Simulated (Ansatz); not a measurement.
## Electronic structure of GaCuSe₂ in real space

The calculation's input:

```
crystal:
  lattice:
    - [3.774416, 0.0, 0.0]
    - [0.0, 3.774416, 0.0]
    - [0.0, 0.0, 5.265891]
  atoms:
    - { symbol: Ga, position: [0.5, 0.5, 0.5] }
    - { symbol: Cu, position: [0.0, 0.0, 0.0] }
    - { symbol: Se, position: [0.0, 0.0, 0.5] }
    - { symbol: Se, position: [0.5, 0.5, 0.0] }
basis:
  ecutwfc: 420
kpoints:
  mp_grid: { grid: [12, 12, 10] }
hamiltonian:
  xc: pbe
scf:
  occupations: { method: gaussian, width: 0.1 }
output:
  forces: true
  stress: true
  eigenvalues: true
  write_density: true
  write_potential: true
  elf: true
  volumetric_format: npy
relax:
  adjacent_minimum: "off"
  f_tol: 0.01
  max_steps: 80
  cell: { stress_tol: 0.05 }
```

Launched as:

```sh
ansatz run input.yaml --threads 1 --pin off --max-ram 2560MiB --backend cpu --events-out ev --progress --plain --runs-dir out
```

Below, planes, directions and counts refer to the conventional cell (a = 3.78 Å, b = 3.78 Å, c = 5.27 Å, α = 90.00°, β = 90.00°, γ = 90.00°).

The fields are those of the run's last geometry, not of the input's.

Space group P4/mmm; a structure from a database of computed crystals, not necessarily the ambient phase; started from the database_123 prototype, which need not be the ambient phase; computed without spin polarisation.

All numbers below come from Ansatz 0.2.0, DFT PBE, scalar-relativistic, plane waves, PAW.

The density is the valence pseudo-density of a PAW calculation; it isn't the true density close to the nuclei.

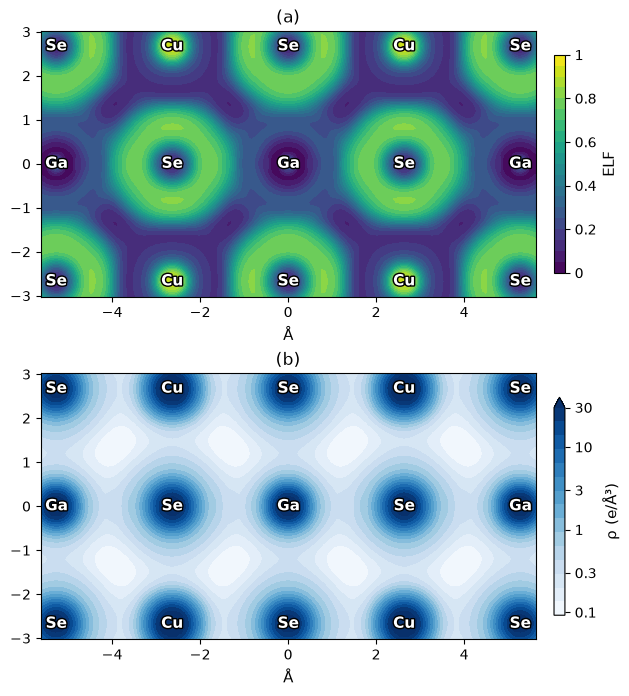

Figure 1. (a) ELF; (b) valence pseudo-density on the (110) plane of the conventional cell.

**Interpret the plot.**

Atoms in the plane: Ga, Cu and Se. Ga–Se (2.64 Å): ρ is about 0.37 e/Å³ halfway, with its minimum of 0.31 e/Å³ about 1.1 Å from Ga; the ELF is about 0.60 at the midpoint. Cu–Se (2.64 Å): the density is about 0.33 e/Å³ at the midpoint, with its minimum of 0.28 e/Å³ about 1.2 Å from Cu; the ELF is about 0.45 at the midpoint. Between the atoms the lowest density in this plane is 0.09 e/Å³. The features right at Cu lie inside the PAW spheres, where the map follows smoothed inner orbitals and isn't to be read closely.

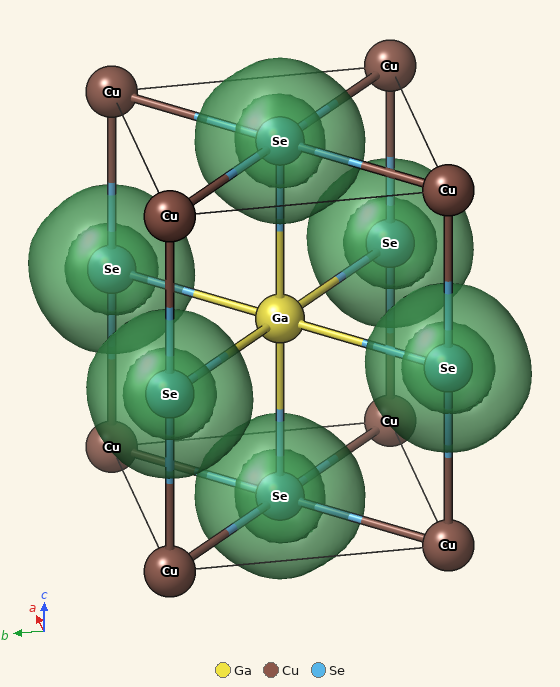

Figure 2. Isosurface of the electron localisation function at 0.7 (green), seen at an oblique angle. Core shells and regions of very low density are left out. Sticks mark near contacts.

**Where are the electrons localised?**

At this value the surface marks out two regions wrapped around Se (the valence shell of each), counted in one cell of 4 atoms. Regions shared between cells count once.

**Metal or insulator at this level of theory?**

It is metallic or semimetallic at this level of theory: no gap opens; semilocal functionals without U, or without the true magnetic order, often close the gap of such compounds.
